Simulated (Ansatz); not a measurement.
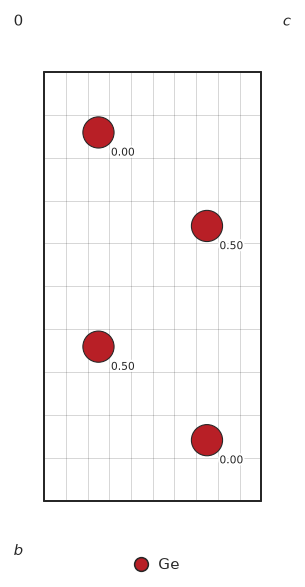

Plan of a unit cell projected along a (b down the page, c across); the numbers are heights as fractions of a, and atoms on the cell's edges are repeated. The grid marks tenths of b and c. Source: coordinates from a relaxation with DFT PBE, scalar-relativistic, plane waves, PAW in Ansatz; the starting structure was generated, so it need not be a known form of this composition. All values are computed from the atomic coordinates in the standard setting (tolerance 0.002 Å).

a = 2.928 Å, b = 7.323 Å, c = 3.709 Å, α = 90.00°, β = 90.00°, γ = 90.00°.

What does the cell contain?

4 Ge: Ge, Z = 4.

Which space group?

Cmcm, No. 63, C-centred orthorhombic.

Give the independent sites, coordinates to two places.

```tsv
atom	site	symmetry	x	y	z
Ge	4c	m2m	0.50	0.64	0.25
```
